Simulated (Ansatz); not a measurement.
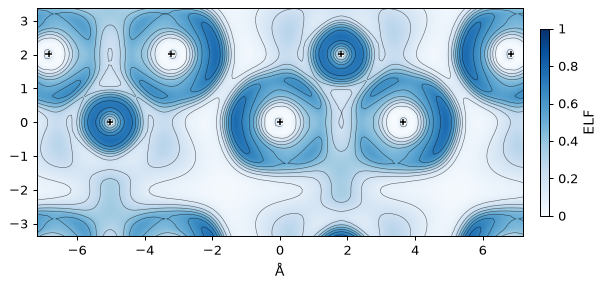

The electron localisation function on a plane through atoms (crosses mark nuclei in the plane).

Level of theory: DFT PBE+D3(BJ), scalar-relativistic, plane waves, PAW in Ansatz 0.2.0.

Candidates:
A. Te₂Mo, a = 3.50 Å, b = 3.50 Å, c = 13.69 Å, α = 90.00°, β = 90.00°, γ = 120.00°. Space group P6₃/mmc; computed without spin polarisation.
B. SiC, a = 4.35 Å, b = 4.35 Å, c = 4.35 Å, α = 90.00°, β = 90.00°, γ = 90.00°. Space group F-43m.

### Which system is this?

Candidate A: Te₂Mo on the (110) plane of the conventional cell, which holds Te and Mo. Te–Mo (2.72 Å): the ELF is about 0.55 at the midpoint.
